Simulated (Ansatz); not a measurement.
# SiC: molecular dynamics (part 2 of 2)

SiC (16 atoms in the cell); DFT with LDA, PAW plane waves, no spin polarisation (Ansatz 0.2.0); cutoff 420 eV, 5×5×1 k-mesh, Fermi–Dirac smearing of 0.05 eV. The structure derives from an entry of the Crystallography Open Database.

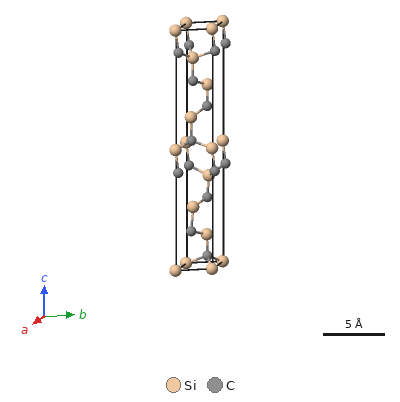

The geometry at step 11 of the log (ball-and-stick view of the reduced cell, seen slightly off an axis).

### Trajectory as extended XYZ (Å, eV, eV/Å), 12 of the 21 frames kept, from step=0 to step=20
```
16
Lattice="1.5405 2.6682 0.0000 -1.5405 2.6682 0.0000 0.0000 0.0000 20.1589" Properties=species:S:1:pos:R:3:forces:R:3 step=0 time_fs=0.0 energy=-6817.42226 temperature=1125.0 pressure_GPa=-3.15
Si   -0.0002    1.7789    5.0397    0.0000  -0.0031   0.0576
Si   -0.0002    3.5575   15.1192    0.0000   0.0031   0.0576
C    -0.0002    1.7789   19.5340    0.0026  -0.0016  -0.0806
C    -0.0002    3.5575    9.4545    0.0026   0.0016  -0.0806
C     0.0000    0.0000    1.8949   -0.0026  -0.0015  -0.0583
C     0.0000    0.0000   11.9744   -0.0026   0.0015  -0.0583
C    -0.0002    1.7789    6.9347    0.0000  -0.0030   0.0421
C    -0.0002    3.5575   17.0141    0.0000   0.0030   0.0421
C    -0.0002    1.7789   14.4943    0.0001  -0.0030  -0.1421
C    -0.0002    3.5575    4.4148    0.0001   0.0030  -0.1421
Si   -0.0002    1.7789   12.5993    0.0026  -0.0016   0.0560
Si   -0.0002    3.5575    2.5199    0.0026   0.0016   0.0560
Si    0.0000    0.0000    0.0000   -0.0027   0.0015   0.0677
Si    0.0000    0.0000   10.0795   -0.0027  -0.0015   0.0677
Si   -0.0002    1.7789   17.6390    0.0001  -0.0030   0.0574
Si   -0.0002    3.5575    7.5596    0.0001   0.0030   0.0574
16
Lattice="1.5403 2.6679 0.0000 -1.5403 2.6679 0.0000 0.0000 0.0000 20.1566" Properties=species:S:1:pos:R:3:forces:R:3 step=2 time_fs=2.0 energy=-6817.29218 temperature=1153.1 pressure_GPa=-2.85
Si    0.0036    1.7838    5.0384    0.0700  -0.4143   0.2425
Si    0.0142    3.5513   15.1001   -0.6808   0.1138   0.9086
C     0.0078    1.7926   19.5029   -0.4189  -0.2552   0.8288
C    -0.0044    3.5512    9.4714   -0.1845   0.3333  -0.8038
C     0.0263   -0.0182    1.8835   -0.5039   0.0071   0.4665
C     0.0161   -0.0261   11.9693   -0.1425   0.4287   0.2252
C     0.0001    1.8018    6.9138   -0.2178  -0.2120   0.5371
C    -0.0079    3.5796   17.0394    0.1594  -0.2652  -0.9544
C    -0.0225    1.7769   14.4913    0.7063  -0.0428  -0.0605
C     0.0088    3.5382    4.4458   -0.1077   0.4509  -0.9647
Si    0.0125    1.7740   12.6190   -0.0192  -0.3167  -0.7902
Si    0.0016    3.5376    2.5253    0.4114   0.0566   0.0715
Si   -0.0166   -0.0015    0.0084    0.5014   0.2050  -0.7710
Si   -0.0131    0.0102   10.0672    0.2287  -0.3692   0.6370
Si   -0.0028    1.7900   17.6311   -0.0654   0.1820   0.2140
Si   -0.0144    3.5705    7.5505    0.2633   0.0980   0.2133
16
Lattice="1.5397 2.6668 0.0000 -1.5397 2.6668 0.0000 0.0000 0.0000 20.1485" Properties=species:S:1:pos:R:3:forces:R:3 step=4 time_fs=4.0 energy=-6816.94938 temperature=1030.3 pressure_GPa=-2.27
Si    0.0083    1.7921    5.0375    0.1495  -0.9751   0.3413
Si    0.0268    3.5421   15.0796   -1.2559   0.2114   1.5878
C     0.0142    1.8069   19.4678   -0.7950  -0.4642   1.6656
C    -0.0105    3.5463    9.4841   -0.3577   0.6709  -1.4199
C     0.0558   -0.0412    1.8720   -1.0644   0.0744   0.9330
C     0.0321   -0.0530   11.9630   -0.2309   0.8001   0.3757
C    -0.0010    1.8223    6.8924   -0.3536  -0.3659   1.0794
C    -0.0108    3.5991   17.0596    0.1994  -0.4831  -1.8172
C    -0.0405    1.7742   14.4842    1.3114  -0.0644  -0.0066
C     0.0202    3.5194    4.4725   -0.2454   1.0349  -1.6526
Si    0.0279    1.7664   12.6309   -0.0786  -0.5680  -1.4587
Si    0.0002    3.5180    2.5313    0.8965   0.0637   0.0200
Si   -0.0336   -0.0001    0.0141    0.9624   0.3591  -1.4747
Si   -0.0261    0.0225   10.0525    0.4558  -0.7554   1.1970
Si   -0.0066    1.8032   17.6174   -0.0316   0.3062   0.3637
Si   -0.0263    3.5826    7.5420    0.4381   0.1554   0.2660
16
Lattice="1.5394 2.6663 0.0000 -1.5394 2.6663 0.0000 0.0000 0.0000 20.1443" Properties=species:S:1:pos:R:3:forces:R:3 step=5 time_fs=5.0 energy=-6816.72554 temperature=906.0 pressure_GPa=-1.99
Si    0.0101    1.7969    5.0377    0.1823  -1.3204   0.3269
Si    0.0327    3.5368   15.0708   -1.4800   0.2661   1.8785
C     0.0189    1.8130   19.4513   -0.9916  -0.5309   2.0471
C    -0.0133    3.5469    9.4900   -0.4359   0.7782  -1.6912
C     0.0688   -0.0540    1.8668   -1.3122   0.1119   1.1382
C     0.0388   -0.0670   11.9590   -0.2239   0.9858   0.4444
C    -0.0008    1.8323    6.8808   -0.4165  -0.4396   1.4056
C    -0.0103    3.6087   17.0672    0.1660  -0.5771  -2.1487
C    -0.0463    1.7724   14.4830    1.5527  -0.0765  -0.0630
C     0.0251    3.5092    4.4828   -0.3054   1.3927  -1.9161
Si    0.0370    1.7630   12.6352   -0.1486  -0.6961  -1.6974
Si   -0.0021    3.5080    2.5353    1.1181   0.0649  -0.0426
Si   -0.0418    0.0020    0.0166    1.1908   0.4005  -1.7672
Si   -0.0317    0.0285   10.0458    0.5575  -0.8979   1.4440
Si   -0.0087    1.8108   17.6110    0.0325   0.3471   0.3989
Si   -0.0314    3.5882    7.5389    0.5143   0.1914   0.2426
16
Lattice="1.5389 2.6655 0.0000 -1.5389 2.6655 0.0000 0.0000 0.0000 20.1386" Properties=species:S:1:pos:R:3:forces:R:3 step=7 time_fs=7.0 energy=-6816.24817 temperature=718.8 pressure_GPa=-1.44
Si    0.0126    1.8044    5.0363    0.2093  -1.8821   0.2664
Si    0.0457    3.5264   15.0580   -1.9165   0.3828   2.4384
C     0.0248    1.8228   19.4210   -1.2950  -0.6201   2.8464
C    -0.0185    3.5516    9.4995   -0.5077   0.8580  -2.1131
C     0.0898   -0.0772    1.8606   -1.6724   0.1644   1.4155
C     0.0499   -0.0950   11.9538   -0.1442   1.3341   0.5035
C     0.0040    1.8492    6.8592   -0.5724  -0.4948   2.0631
C    -0.0059    3.6256   17.0805    0.0227  -0.6702  -2.6309
C    -0.0559    1.7706   14.4899    2.0309  -0.1169  -0.4042
C     0.0306    3.4944    4.4955   -0.3614   1.9689  -2.2540
Si    0.0551    1.7568   12.6438   -0.3353  -0.9365  -1.9536
Si   -0.0053    3.4901    2.5453    1.4265   0.0874  -0.2353
Si   -0.0587    0.0063    0.0205    1.5608   0.4577  -2.2261
Si   -0.0389    0.0365   10.0329    0.6641  -1.0462   1.9185
Si   -0.0122    1.8282   17.6030    0.2113   0.3341   0.3050
Si   -0.0392    3.6009    7.5370    0.6792   0.1795   0.0603
16
Lattice="1.5388 2.6653 0.0000 -1.5388 2.6653 0.0000 0.0000 0.0000 20.1368" Properties=species:S:1:pos:R:3:forces:R:3 step=9 time_fs=9.0 energy=-6815.84712 temperature=601.3 pressure_GPa=-1.06
Si    0.0123    1.8122    5.0362    0.2179  -2.3406   0.1552
Si    0.0608    3.5157   15.0530   -2.2407   0.6363   2.8604
C     0.0223    1.8310   19.4004   -1.3921  -0.6551   3.4823
C    -0.0259    3.5621    9.5047   -0.4246   0.7821  -2.3740
C     0.1052   -0.1022    1.8565   -1.8419   0.3249   1.5766
C     0.0608   -0.1227   11.9509   -0.0335   1.6439   0.5035
C     0.0118    1.8628    6.8451   -0.7583  -0.4240   2.5080
C    -0.0004    3.6375   17.0883   -0.1385  -0.6295  -2.8465
C    -0.0596    1.7748   14.5029    2.3840  -0.3220  -0.8412
C     0.0316    3.4847    4.4983   -0.3690   2.4345  -2.3193
Si    0.0738    1.7503   12.6517   -0.5347  -1.1292  -2.0064
Si   -0.0058    3.4766    2.5569    1.5447   0.0066  -0.5431
Si   -0.0720    0.0110    0.0198    1.7289   0.4576  -2.4025
Si   -0.0425    0.0422   10.0224    0.6180  -1.0390   2.2811
Si   -0.0152    1.8462   17.6019    0.3878   0.2003   0.0458
Si   -0.0450    3.6176    7.5363    0.8519   0.0533  -0.0800
16
Lattice="1.5390 2.6657 0.0000 -1.5390 2.6657 0.0000 0.0000 0.0000 20.1397" Properties=species:S:1:pos:R:3:forces:R:3 step=11 time_fs=11.0 energy=-6815.69290 temperature=536.9 pressure_GPa=-1.10
Si    0.0134    1.8212    5.0370    0.1806  -2.7083   0.0345
Si    0.0751    3.5077   15.0574   -2.3081   0.9988   2.9961
C     0.0141    1.8374   19.4018   -1.3960  -0.6252   3.4290
C    -0.0336    3.5786    9.5069   -0.2939   0.5135  -2.4094
C     0.1143   -0.1287    1.8632   -1.9293   0.5586   1.3105
C     0.0742   -0.1466   11.9544    0.0029   1.8937   0.4715
C     0.0173    1.8770    6.8409   -0.9093  -0.3473   2.6398
C     0.0000    3.6481   17.0908   -0.1560  -0.5204  -2.8185
C    -0.0522    1.7823   14.5163    2.4349  -0.6554  -1.0880
C     0.0314    3.4787    4.4902   -0.3269   2.8005  -2.0852
Si    0.0907    1.7449   12.6602   -0.6360  -1.2729  -1.9629
Si   -0.0045    3.4627    2.5664    1.5700  -0.1065  -0.7873
Si   -0.0813    0.0193    0.0121    1.8089   0.3664  -1.9754
Si   -0.0451    0.0445   10.0219    0.5335  -0.8320   2.3655
Si   -0.0177    1.8648   17.6051    0.4309   0.0053  -0.0143
Si   -0.0500    3.6364    7.5358    0.9939  -0.0689  -0.1059
16
Lattice="1.5393 2.6662 0.0000 -1.5393 2.6662 0.0000 0.0000 0.0000 20.1439" Properties=species:S:1:pos:R:3:forces:R:3 step=13 time_fs=13.0 energy=-6815.76375 temperature=591.4 pressure_GPa=-1.34
Si    0.0170    1.8233    5.0377    0.0579  -2.6805  -0.0755
Si    0.0875    3.5023   15.0662   -2.1343   1.4507   2.8993
C     0.0010    1.8401   19.4172   -1.2680  -0.4976   2.8789
C    -0.0385    3.5951    9.5012   -0.2068   0.2283  -2.2140
C     0.1196   -0.1561    1.8813   -1.9577   0.9179   0.7241
C     0.0868   -0.1617   11.9650    0.0575   2.0415   0.2883
C     0.0245    1.8943    6.8452   -1.0899  -0.3329   2.4907
C     0.0030    3.6525   17.0875   -0.1720  -0.2533  -2.6416
C    -0.0354    1.7928   14.5265    2.2297  -1.1172  -1.1748
C     0.0252    3.4783    4.4757   -0.1787   2.7812  -1.5925
Si    0.1074    1.7375   12.6654   -0.7312  -1.3215  -1.7918
Si   -0.0006    3.4505    2.5733    1.5195  -0.3093  -0.9160
Si   -0.0858    0.0299    0.0018    1.7610   0.1635  -1.2425
Si   -0.0465    0.0463   10.0240    0.4836  -0.5903   2.3274
Si   -0.0177    1.8836   17.6071    0.4527  -0.3379   0.1645
Si   -0.0551    3.6548    7.5370    1.1765  -0.1429  -0.1245
16
Lattice="1.5392 2.6660 0.0000 -1.5392 2.6660 0.0000 0.0000 0.0000 20.1425" Properties=species:S:1:pos:R:3:forces:R:3 step=15 time_fs=15.0 energy=-6815.95135 temperature=711.6 pressure_GPa=-1.48
Si    0.0227    1.8210    5.0403   -0.1389  -2.3530  -0.2891
Si    0.0977    3.4978   15.0736   -1.8200   1.9282   2.6160
C    -0.0143    1.8435   19.4392   -1.0629  -0.3864   1.9236
C    -0.0394    3.6097    9.4845   -0.1696  -0.0023  -1.7948
C     0.1221   -0.1800    1.9006   -1.9404   1.2507   0.1799
C     0.1023   -0.1704   11.9692    0.0605   2.0861   0.1613
C     0.0338    1.9115    6.8515   -1.2915  -0.3395   2.2603
C     0.0101    3.6576   17.0668   -0.2534  -0.0845  -2.2017
C    -0.0118    1.8031   14.5300    1.8845  -1.6190  -1.2233
C     0.0143    3.4830    4.4581    0.0550   2.4512  -0.9175
Si    0.1248    1.7264   12.6626   -0.7628  -1.2668  -1.5639
Si    0.0049    3.4369    2.5804    1.4282  -0.4786  -1.0859
Si   -0.0860    0.0389   -0.0079    1.6258  -0.0144  -0.4002
Si   -0.0456    0.0498   10.0271    0.4776  -0.3919   2.0731
Si   -0.0165    1.8991   17.6040    0.5165  -0.5842   0.4164
Si   -0.0595    3.6708    7.5375    1.3913  -0.1958  -0.1542
16
Lattice="1.5390 2.6656 0.0000 -1.5390 2.6656 0.0000 0.0000 0.0000 20.1395" Properties=species:S:1:pos:R:3:forces:R:3 step=16 time_fs=16.0 energy=-6816.05659 temperature=749.6 pressure_GPa=-1.52
Si    0.0262    1.8185    5.0420   -0.2482  -2.0633  -0.4077
Si    0.1015    3.4966   15.0761   -1.6541   2.0793   2.4035
C    -0.0250    1.8457   19.4496   -0.8983  -0.3378   1.3845
C    -0.0371    3.6163    9.4736   -0.2023  -0.1225  -1.5283
C     0.1223   -0.1916    1.9097   -1.9106   1.4145  -0.0595
C     0.1101   -0.1734   11.9693    0.0602   2.0934   0.1120
C     0.0378    1.9196    6.8559   -1.3727  -0.3465   2.0963
C     0.0143    3.6594   17.0503   -0.3004   0.0049  -1.8918
C     0.0010    1.8059   14.5292    1.7056  -1.7823  -1.2246
C     0.0090    3.4887    4.4485    0.1803   2.1521  -0.5134
Si    0.1332    1.7210   12.6591   -0.7733  -1.2357  -1.4454
Si    0.0082    3.4290    2.5846    1.3651  -0.5544  -1.2205
Si   -0.0862    0.0429   -0.0138    1.5029  -0.0924   0.0495
Si   -0.0448    0.0507   10.0289    0.5207  -0.2811   1.8927
Si   -0.0157    1.9066   17.5998    0.5401  -0.7082   0.5194
Si   -0.0605    3.6782    7.5375    1.4851  -0.2203  -0.1669
16
Lattice="1.5381 2.6640 0.0000 -1.5381 2.6640 0.0000 0.0000 0.0000 20.1275" Properties=species:S:1:pos:R:3:forces:R:3 step=18 time_fs=18.0 energy=-6816.23653 temperature=761.8 pressure_GPa=-1.44
Si    0.0323    1.8110    5.0418   -0.4233  -1.4105  -0.5833
Si    0.1105    3.4964   15.0765   -1.3602   2.1696   1.8857
C    -0.0465    1.8490   19.4671   -0.5331  -0.2581   0.3290
C    -0.0315    3.6277    9.4504   -0.2264  -0.3915  -0.9519
C     0.1192   -0.2095    1.9267   -1.8547   1.6402  -0.5238
C     0.1243   -0.1741   11.9646    0.0992   2.0501   0.0664
C     0.0437    1.9334    6.8646   -1.5029  -0.3743   1.6905
C     0.0174    3.6600   17.0092   -0.2727   0.2104  -1.0913
C     0.0301    1.8068   14.5221    1.3636  -1.9048  -1.2037
C     0.0024    3.5022    4.4255    0.3722   1.4806   0.3422
Si    0.1503    1.7115   12.6470   -0.8164  -1.1523  -1.2056
Si    0.0134    3.4119    2.5890    1.2684  -0.6217  -1.4805
Si   -0.0865    0.0500   -0.0258    1.2151  -0.2139   0.9581
Si   -0.0403    0.0499   10.0330    0.5553  -0.0126   1.4478
Si   -0.0142    1.9197   17.5902    0.4772  -0.9591   0.5272
Si   -0.0618    3.6902    7.5367    1.6386  -0.2521  -0.2065
16
Lattice="1.5370 2.6621 0.0000 -1.5370 2.6621 0.0000 0.0000 0.0000 20.1128" Properties=species:S:1:pos:R:3:forces:R:3 step=20 time_fs=20.0 energy=-6816.37160 temperature=825.3 pressure_GPa=-1.13
Si    0.0333    1.8007    5.0398   -0.4758  -0.7316  -0.7607
Si    0.1197    3.5038   15.0771   -1.0560   1.9011   1.0810
C    -0.0723    1.8555   19.4825    0.0119  -0.3032  -0.6558
C    -0.0279    3.6336    9.4307   -0.1996  -0.4868  -0.3873
C     0.1074   -0.2196    1.9431   -1.7216   1.7070  -0.9646
C     0.1351   -0.1667   11.9585    0.1807   1.8848   0.0580
C     0.0444    1.9482    6.8736   -1.5264  -0.4558   1.2585
C     0.0154    3.6603   16.9621   -0.1520   0.4276  -0.0482
C     0.0634    1.8034   14.5084    0.9891  -1.6941  -1.0294
C     0.0011    3.5175    4.3968    0.4313   0.7986   1.3099
Si    0.1660    1.7003   12.6317   -0.8775  -0.9710  -0.9692
Si    0.0172    3.3931    2.5888    1.1395  -0.5712  -1.7440
Si   -0.0852    0.0536   -0.0360    0.7349  -0.1837   1.7883
Si   -0.0352    0.0513   10.0404    0.5398   0.1131   0.9291
Si   -0.0126    1.9327   17.5800    0.3130  -1.1820   0.3860
Si   -0.0606    3.7026    7.5367    1.6686  -0.2530  -0.2517
```

This output came from the following input.

### The input
```yaml
crystal:
  lattice:
    - [1.540486, 2.668198, 0.0]
    - [-1.540486, 2.668198, 0.0]
    - [0.0, 0.0, 20.158906]
  atoms:
    - { symbol: Si, position: [0.3333, 0.3334, 0.25] }
    - { symbol: Si, position: [0.6666, 0.6667, 0.75] }
    - { symbol: C, position: [0.3333, 0.3334, 0.969] }
    - { symbol: C, position: [0.6666, 0.6667, 0.469] }
    - { symbol: C, position: [0.0, 0.0, 0.094] }
    - { symbol: C, position: [0.0, 0.0, 0.594] }
    - { symbol: C, position: [0.3333, 0.3334, 0.344] }
    - { symbol: C, position: [0.6666, 0.6667, 0.844] }
    - { symbol: C, position: [0.3333, 0.3334, 0.719] }
    - { symbol: C, position: [0.6666, 0.6667, 0.219] }
    - { symbol: Si, position: [0.3333, 0.3334, 0.625] }
    - { symbol: Si, position: [0.6666, 0.6667, 0.125] }
    - { symbol: Si, position: [0.0, 0.0, 0.0] }
    - { symbol: Si, position: [0.0, 0.0, 0.5] }
    - { symbol: Si, position: [0.3333, 0.3334, 0.875] }
    - { symbol: Si, position: [0.6666, 0.6667, 0.375] }
kpoints:
  mp_grid: { grid: [5, 5, 1] }
magnetization:
  spin_polarized: false
scf:
  occupations: { method: fermi_dirac, width: 0.05 }
hamiltonian:
  pseudopotentials: { kind: paw }
  xc: lda
basis:
  ecutwfc: 420
md:
  timestep: 1.0
  n_steps: 20
  ensemble: npt_langevin
  temperature: 1200.0
  initial_velocities: maxwell_boltzmann
  seed: 879128
  pressure: 0.0
```

Launch command:
```bash
ansatz run input.yaml --threads 2 --pin off --max-ram 2560MiB --backend cpu --events-out ev --progress --plain --runs-dir out
```

### Results in brief

| quantity | value |
| --- | --- |
| outcome | finished |
| mean temperature over the second half | 683 K |
| trajectory | 20 steps, 20 fs |
| ensemble | npt_langevin |
| temperature in the input | 1200.0 K |
| time step | 1.0 fs |
| space group of the start (tolerance 0.01 Å) | P6₃mc (186) |
| electrons treated | 64 |
| potential energy (free energy of the electrons) (last step) | −6816.3724 eV |
| Fermi energy (last step) | 10.643 eV |
| pressure (without the kinetic term) (last step) | −2.23 GPa |
| largest force (length of the vector) (last step) | 2.609 eV/Å |
| hardware | 2 threads of Intel Xeon @ 2.50GHz (Skylake/Cascade Lake), 256 GiB of memory available, shared host |
| wall time | 1.9 min (CPU time 3.6 min) |
| peak memory | 0.68 GiB |

### Notes

So short a trajectory is not equilibrated. The logged temperature at the start can lie below the typed one, since it is counted over all degrees of freedom.
